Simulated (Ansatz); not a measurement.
## Geometry relaxation, with input and output: BP4 (part 1 of 2)

- system: BP4 (Amm2, 10 atoms in the cell)
- method: DFT PBE, scalar-relativistic, plane waves, PAW, no spin polarisation (Ansatz 0.2.0)

The structure was made by a generator, so it may or may not be a known phase. Figures and captions count atoms from 1; the log counts them from 0 in places.

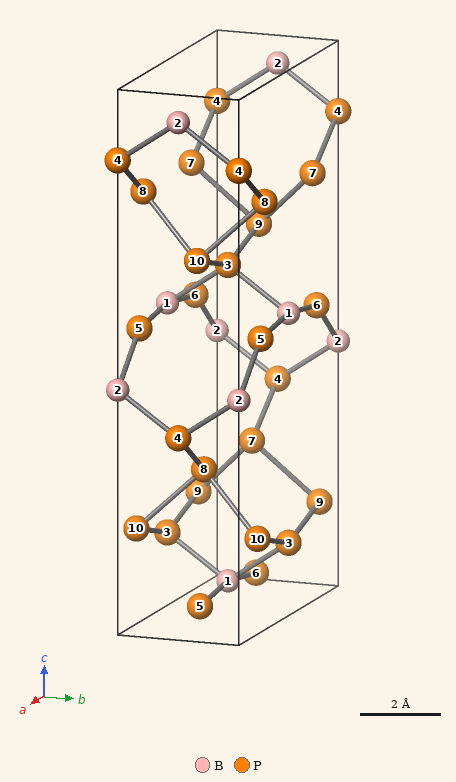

**Figure 1.** The starting structure (ball-and-stick view of the cell 2 times as large as that of the calculation, set on its symmetry axes, seen slightly off an axis; atoms are numbered from 1 in the order of the input). An atom can appear more than once, as a periodic image. Near neighbours in the periodic cell (some may lie outside the picture): B has 4 P at 1.98 to 2.01 Å; P has 2 B at 1.98 Å and 2 P at 2.19 to 2.28 Å; P has 2 B at 2.00 to 2.01 Å; P has 3 P at 2.19 to 2.31 Å.

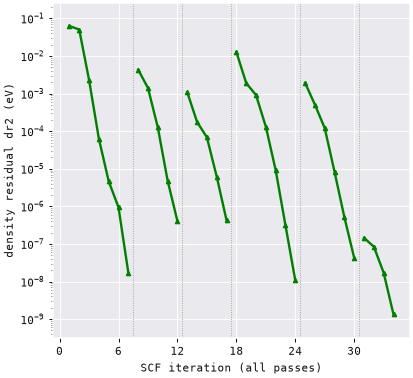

**Figure 2.** Convergence of the self-consistent field: density residual dr2 against the SCF iteration. The dotted lines part the SCF passes of the relaxation: geometry steps, rejected trials and re-solves on a re-selected basis. The 6 passes take 4 to 7 iterations each, 34 in all.

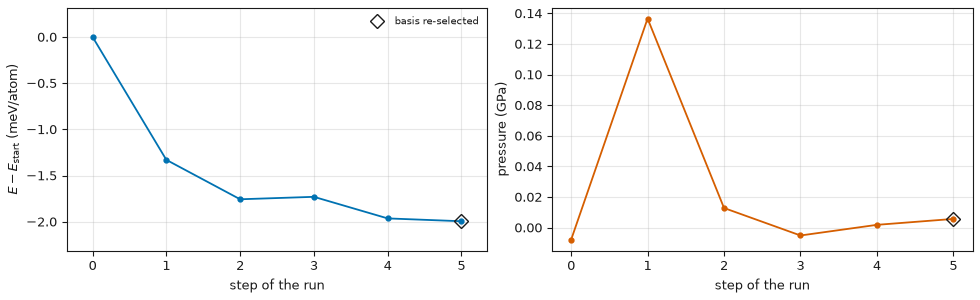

**Figure 3.** Progress of the relaxation, step by step (the first geometry is step 0 here and step 1 in the log).

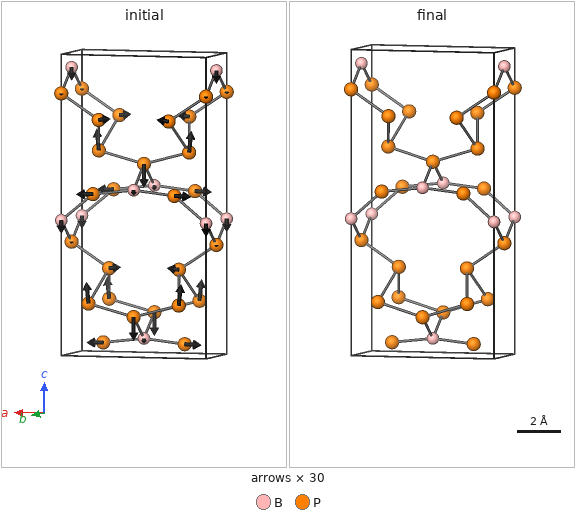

**Figure 4.** Before (left) and after (right) the relaxation, at one scale (ball-and-stick view of the cell 2 times as large as that of the calculation, set on its symmetry axes, seen at an oblique angle). The black arrows give the displacements (without the part carried along by the change of the cell), magnified 30 times. Over 4 geometry steps the energy falls by 2.0 meV per atom. The largest force component goes from 0.21 to 0.014 eV/Å. Pressure: −0.01 GPa at the start and 0.01 GPa at the end. P3 moves most relative to the cell: 0.037 Å. Largest moves by element: P 0.037 Å, B 0.021 Å. Cell: a 7.078 → 6.990 Å (−1.2 %), b 3.263 → 3.262 Å (0.0 %), c 14.111 → 14.334 Å (+1.6 %). Volume +0.3 %. Distances before and after: B2–P5 1.995 → 1.985 Å, B1–P3 1.977 → 1.970 Å, P4–P7 2.192 → 2.196 Å. Among the angles that change: P9–P3–P10 150.4° → 146.1°, P5–B2–P6 101.7° → 98.2°. The space group stays Amm2 (No. 38). A last SCF at the same geometry on a re-selected plane-wave basis shifts the energy by next to nothing (0.0 meV per atom). (Atoms are counted from 1 in the order of the input.)

The input and output of the run follow.

## Input file
```yaml
crystal:
  lattice:
    - [7.0779699212, 0.0, 0.0]
    - [0.0, 1.6316955396, 7.0553674198]
    - [0.0, -1.6316955396, 7.0553674198]
  atoms:
    - { symbol: B, position: [0.5, 0.4455294897, 0.4455294897] }
    - { symbol: B, position: [0.0, 0.5508555382, 0.5508555382] }
    - { symbol: P, position: [0.5, 0.8664273449, 0.8664273449] }
    - { symbol: P, position: [0.0, 0.1297138303, 0.1297138303] }
    - { symbol: P, position: [0.2185290805, 0.4615482676, 0.4615482676] }
    - { symbol: P, position: [0.7814709195, 0.4615482676, 0.4615482676] }
    - { symbol: P, position: [0.7411837401, 0.2149600535, 0.2149600535] }
    - { symbol: P, position: [0.2588162599, 0.2149600535, 0.2149600535] }
    - { symbol: P, position: [0.811706902, 0.8250676327, 0.8250676327] }
    - { symbol: P, position: [0.188293098, 0.8250676327, 0.8250676327] }
basis:
  ecutwfc: 420
kpoints:
  mp_grid: { grid: [4, 6, 6] }
hamiltonian:
  xc: pbe
scf:
  occupations: { method: gaussian, width: 0.1 }
  lower_state_search: "off"
output:
  forces: true
  stress: true
  eigenvalues: true
relax:
  adjacent_minimum: "off"
  f_tol: 0.04
  max_steps: 70
  cell: { stress_tol: 0.4 }
```

Launch command:
```bash
ansatz run input.yaml --threads 1 --pin off --max-ram 2560MiB --backend cpu --events-out ev --progress --plain --runs-dir out
```

## What the program printed
```
basis.fft_grid_basis auto: the FFT boxes are laid along the combinations [[1, 0, 0], [0, 1, -1], [0, 0, 1]] of the cell's own vectors, 7.078, 3.263 and 7.242 Å long. The dense box has 48×24×50 points. Along the cell's own vectors, as sized, it would have 48×50×50, 2.08 times as many. Of the 4 symmetry operations that the crystal satisfies within crystal.symmetry.tolerance (time reversal apart; of a slab, those that keep its plane) the dense box along the cell's own vectors carries 4, and the one as laid loses 2 of those. basis.fft_grid_basis: typed keeps the cell's own vectors: state it where this run's energies or levels are differenced outside the engine with another run's, or held beside a run that keeps those vectors.
Engine: ansatz 0.2.0, aarch64-unknown-linux-gnu
Pseudopotentials: kind: paw
Pseudopotential: B, paw, valence charge 3, recommended cutoff 420 eV (normal), B.paw.azcp
Pseudopotential: P, paw, valence charge 5, recommended cutoff 420 eV (normal), P.paw.azcp
Functional definition: PBE
  parameter kappa = 0.804
  parameter beta = 0.06672455060314922
  exchange = pbe_x(kappa = kappa, mu = beta*pi^2/3)
  correlation = pbe_c(beta = beta)
Crystal: 10 atoms, lattice volume = 162.966 Å³
Basis set: ecut = 420 eV, 3169 PW (Γ), FFT grids on a1, a2−a3, a3, exchange–correlation on 96×48×100 points (8 copies of the dense FFT grid, shifted against one another)
Bands: 33, of which v1, the nominal top of the filled ones, is band 23 counted from 1 (22 counted from 0)
Symmetry: 4 space group operations
Space group: Amm2 (ITA 38), of the structure as read, at distance tolerance 5.5e-5 Å
k-points: 39 of 144 (time reversal used)
Non-local potential: B, projectors of the file, l = 0: 2, l = 1: 2, l = 2: 1
Non-local potential: P, projectors of the file, l = 0: 2, l = 1: 2, l = 2: 2
PAW form: soft (Blöchl's): semilocal exchange-correlation on the pseudo side does not see the compensation charge
PAW one-centre angular grid: B, 110 points (default); XC on 64 Gauss nodes
PAW one-centre angular grid: P, 110 points (default); XC on 64 Gauss nodes
Initial density: superposition of atomic densities (neutral atoms: chi_scale 0, normalization atom), corrected by the library's trained network
Initial wavefunctions: pseudopotential atomic-orbital guess
Functional: x = pbe(κ = 0.804, μ = 0.2195149727645171), c = pbe(β = 0.06672455060314922)
SCF iter   1: F=—  HF=-6355.294792 eV  |F-HF|=—  |Δ(HF+E_count)|=         —  Δρ=4.42e-3  dr2=6.31e-2  ethr=1.77e-3  ⟨swp⟩=9.5  Hψ=8168  notcnv=0  defer=8
preconditioner: auto → LDOS  [metal: Δε(μ)=0.018 eV  Ē_g=9.280 eV  σ=0.100 eV  W_gap=0.10  n_scr=32 (ndim 8)  ℏωp=19.7 eV  f_vac=0.021  D(μ)=2.90/eV (n_scr^D=12)  β→1.0]
SCF iter   2: F=—  HF=-6355.297680 eV  |F-HF|=—  |Δ(HF+E_count)|=   2.89e-3  Δρ=2.80e-3  dr2=5.06e-2  ethr=1.37e-4  ⟨swp⟩=2.2  Hψ=2501  notcnv=0  defer=107
SCF iter   3: F=—  HF=-6355.288027 eV  |F-HF|=—  |Δ(HF+E_count)|=   9.65e-3  Δρ=6.74e-4  dr2=2.31e-3  ethr=1.10e-4  ⟨swp⟩=2.1  Hψ=1689  notcnv=0  defer=107
SCF iter   4: F=—  HF=-6355.287709 eV  |F-HF|=—  |Δ(HF+E_count)|=   3.17e-4  Δρ=1.44e-4  dr2=6.33e-5  ethr=5.02e-6  ⟨swp⟩=2.1  Hψ=1851  notcnv=0  defer=107
SCF iter   5: F=—  HF=-6355.287712 eV  |F-HF|=—  |Δ(HF+E_count)|=   2.93e-6  Δρ=3.90e-5  dr2=4.65e-6  ethr=1.38e-7  ⟨swp⟩=2.2  Hψ=2104  notcnv=0  defer=30
SCF iter   6: F=—  HF=-6355.287713 eV  |F-HF|=—  |Δ(HF+E_count)|=   7.78e-7  Δρ=1.27e-5  dr2=9.40e-7  ethr=1.01e-8  ⟨swp⟩=2.1  Hψ=1841  notcnv=0  defer=28
SCF iter   7: F=-6355.287713 eV  HF=-6355.287713 eV  |F-HF|=6.72e-9  |Δ(HF+E_count)|=   8.17e-8  Δρ=3.50e-6  dr2=1.71e-8  ethr=2.17e-10  ⟨swp⟩=11.2  Hψ=8370  notcnv=0
SCF 1 converged in 7 iterations: F = -6355.287713 eV  dr2 = 1.71e-8
  greatest PAW one-centre occupation: 0.817 electrons in one spin orbital (limit 2), on the P atom at site 7 (counted from 0), in its partial waves of l = 0
relax step   1: F+E_penalty+E_count = -6355.28771285 eV  Δ(F+E_penalty+E_count) = +0.000e0 eV  max|allowed force component| = 2.071e-1 eV/Å  Δτ_max = 0.0000 Å  P = -0.008 GPa  Ω = 162.966 Å³  (7 SCF iters, dr2 threshold 1.00e-7 eV, accepted)
Crystal: 10 atoms, lattice volume = 162.679 Å³
Basis set: ecut = 420 eV, 3189 PW (Γ), FFT grids on a1, a2−a3, a3, exchange–correlation on 96×48×100 points (8 copies of the dense FFT grid, shifted against one another)
Initial density: handed on by an earlier stage of this run
Initial wavefunctions: those handed on with the density
iter 1 solved again at ethr=9.31e-6 eV; its pass at ethr=3.10e-3 eV (dr2=4.28e-3 eV) is discarded
SCF iter   1: F=—  HF=-6355.301643 eV  |F-HF|=—  |Δ(HF+E_count)|=         —  Δρ=1.30e-3  dr2=4.34e-3  ethr=9.31e-6  ⟨swp⟩=2.3  Hψ=7750  notcnv=0
preconditioner: auto → LDOS  [metal: Δε(μ)=0.062 eV  Ē_g=9.278 eV  σ=0.100 eV  W_gap=0.32  n_scr=32 (ndim 8)  ℏωp=19.7 eV  f_vac=0.018  D(μ)=3.16/eV (n_scr^D=12)  β→1.0]
SCF iter   2: F=—  HF=-6355.301320 eV  |F-HF|=—  |Δ(HF+E_count)|=   3.23e-4  Δρ=5.51e-4  dr2=1.41e-3  ethr=9.31e-6  ⟨swp⟩=2.0  Hψ=1986  notcnv=0
SCF iter   3: F=—  HF=-6355.301043 eV  |F-HF|=—  |Δ(HF+E_count)|=   2.77e-4  Δρ=1.45e-4  dr2=1.27e-4  ethr=3.06e-6  ⟨swp⟩=2.1  Hψ=1919  notcnv=0
SCF iter   4: F=—  HF=-6355.301019 eV  |F-HF|=—  |Δ(HF+E_count)|=   2.41e-5  Δρ=4.18e-5  dr2=4.84e-6  ethr=2.77e-7  ⟨swp⟩=2.4  Hψ=1958  notcnv=0
SCF iter   5: F=-6355.301018 eV  HF=-6355.301018 eV  |F-HF|=1.78e-7  |Δ(HF+E_count)|=   8.59e-7  Δρ=1.05e-5  dr2=4.04e-7  ethr=2.17e-9  ⟨swp⟩=8.9  Hψ=6782  notcnv=0
SCF 2 converged in 5 iterations: F = -6355.301018 eV  dr2 = 4.04e-7
relax step   2: F+E_penalty+E_count = -6355.30101816 eV  Δ(F+E_penalty+E_count) = -1.331e-2 eV  max|allowed force component| = 9.304e-2 eV/Å  Δτ_max = 0.0168 Å  P = +0.137 GPa  Ω = 162.679 Å³  energy of the carried Pulay correction = +9.069e-5 eV  (5 SCF iters, dr2 threshold 1.00e-6 eV, accepted)
Crystal: 10 atoms, lattice volume = 163.003 Å³
Basis set: ecut = 420 eV, 3197 PW (Γ), FFT grids on a1, a2−a3, a3, exchange–correlation on 96×48×100 points (8 copies of the dense FFT grid, shifted against one another)
iter 1 solved again at ethr=2.15e-6 eV; its pass at ethr=3.10e-3 eV (dr2=9.90e-4 eV) is discarded
SCF iter   1: F=—  HF=-6355.305427 eV  |F-HF|=—  |Δ(HF+E_count)|=         —  Δρ=7.66e-4  dr2=1.09e-3  ethr=2.15e-6  ⟨swp⟩=3.0  Hψ=7487  notcnv=0
preconditioner: auto → LDOS  [metal: Δε(μ)=0.015 eV  Ē_g=9.269 eV  σ=0.100 eV  W_gap=0.09  n_scr=32 (ndim 8)  ℏωp=19.7 eV  f_vac=0.019  D(μ)=3.01/eV (n_scr^D=12)  β→1.0]
SCF iter   2: F=—  HF=-6355.305337 eV  |F-HF|=—  |Δ(HF+E_count)|=   8.99e-5  Δρ=2.15e-4  dr2=1.76e-4  ethr=2.15e-6  ⟨swp⟩=2.3  Hψ=1999  notcnv=0
SCF iter   3: F=—  HF=-6355.305299 eV  |F-HF|=—  |Δ(HF+E_count)|=   3.82e-5  Δρ=1.01e-4  dr2=6.86e-5  ethr=3.83e-7  ⟨swp⟩=2.0  Hψ=2019  notcnv=0
SCF iter   4: F=—  HF=-6355.305287 eV  |F-HF|=—  |Δ(HF+E_count)|=   1.22e-5  Δρ=3.42e-5  dr2=6.16e-6  ethr=1.49e-7  ⟨swp⟩=2.5  Hψ=1829  notcnv=0
SCF iter   5: F=-6355.305285 eV  HF=-6355.305285 eV  |F-HF|=3.70e-7  |Δ(HF+E_count)|=   1.26e-6  Δρ=7.56e-6  dr2=4.26e-7  ethr=1.90e-9  ⟨swp⟩=5.9  Hψ=6762  notcnv=0
SCF 3 converged in 5 iterations: F = -6355.305285 eV  dr2 = 4.26e-7
relax step   3: F+E_penalty+E_count = -6355.30528489 eV  Δ(F+E_penalty+E_count) = -4.267e-3 eV  max|allowed force component| = 6.225e-2 eV/Å  Δτ_max = 0.0102 Å  P = +0.013 GPa  Ω = 163.003 Å³  energy of the carried Pulay correction = -1.154e-5 eV  (5 SCF iters, dr2 threshold 8.72e-7 eV, accepted)
Crystal: 10 atoms, lattice volume = 163.904 Å³
Basis set: ecut = 420 eV, 3215 PW (Γ), FFT grids on a1, a2−a3, a3, exchange–correlation on 96×48×100 points (8 copies of the dense FFT grid, shifted against one another)
iter 1 solved again at ethr=2.77e-5 eV; its pass at ethr=3.10e-3 eV (dr2=1.28e-2 eV) is discarded
SCF iter   1: F=—  HF=-6355.306870 eV  |F-HF|=—  |Δ(HF+E_count)|=         —  Δρ=2.03e-3  dr2=1.28e-2  ethr=2.77e-5  ⟨swp⟩=2.2  Hψ=7652  notcnv=0
preconditioner: auto → LDOS  [metal: Δε(μ)=0.050 eV  Ē_g=9.247 eV  σ=0.100 eV  W_gap=0.27  n_scr=32 (ndim 8)  ℏωp=19.7 eV  f_vac=0.020  D(μ)=3.15/eV (n_scr^D=12)  β→1.0]
SCF iter   2: F=—  HF=-6355.305537 eV  |F-HF|=—  |Δ(HF+E_count)|=   1.33e-3  Δρ=7.26e-4  dr2=1.91e-3  ethr=2.77e-5  ⟨swp⟩=2.2  Hψ=1929  notcnv=0
SCF iter   3: F=—  HF=-6355.305218 eV  |F-HF|=—  |Δ(HF+E_count)|=   3.19e-4  Δρ=3.63e-4  dr2=9.14e-4  ethr=4.15e-6  ⟨swp⟩=2.0  Hψ=2041  notcnv=0
SCF iter   4: F=—  HF=-6355.305058 eV  |F-HF|=—  |Δ(HF+E_count)|=   1.60e-4  Δρ=1.53e-4  dr2=1.32e-4  ethr=1.99e-6  ⟨swp⟩=2.6  Hψ=1823  notcnv=0
SCF iter   5: F=—  HF=-6355.305022 eV  |F-HF|=—  |Δ(HF+E_count)|=   3.61e-5  Δρ=3.73e-5  dr2=9.28e-6  ethr=2.87e-7  ⟨swp⟩=2.7  Hψ=1990  notcnv=0
SCF iter   6: F=—  HF=-6355.305020 eV  |F-HF|=—  |Δ(HF+E_count)|=   1.39e-6  Δρ=8.15e-6  dr2=3.12e-7  ethr=2.02e-8  ⟨swp⟩=2.6  Hψ=2000  notcnv=0
SCF iter   7: F=-6355.305020 eV  HF=-6355.305020 eV  |F-HF|=5.70e-9  |Δ(HF+E_count)|=   1.64e-9  Δρ=2.51e-6  dr2=1.07e-8  ethr=5.26e-10  ⟨swp⟩=8.0  Hψ=6336  notcnv=0
SCF 4 converged in 7 iterations: F = -6355.305020 eV  dr2 = 1.07e-8
  greatest PAW one-centre occupation: 0.816 electrons in one spin orbital (limit 2), on the P atom at site 7 (counted from 0), in its partial waves of l = 0
relax step   4: F+E_penalty+E_count = -6355.30502013 eV  Δ(F+E_penalty+E_count) = +2.648e-4 eV  max|allowed force component| = 7.007e-2 eV/Å  Δτ_max = 0.0307 Å  P = -0.005 GPa  Ω = 163.904 Å³  energy of the carried Pulay correction = -2.953e-4 eV  (7 SCF iters, dr2 threshold 2.42e-7 eV, accepted)
Crystal: 10 atoms, lattice volume = 163.447 Å³
Basis set: ecut = 420 eV, 3213 PW (Γ), FFT grids on a1, a2−a3, a3, exchange–correlation on 96×48×100 points (8 copies of the dense FFT grid, shifted against one another)
iter 1 solved again at ethr=4.29e-6 eV; its pass at ethr=3.10e-3 eV (dr2=1.97e-3 eV) is discarded
```
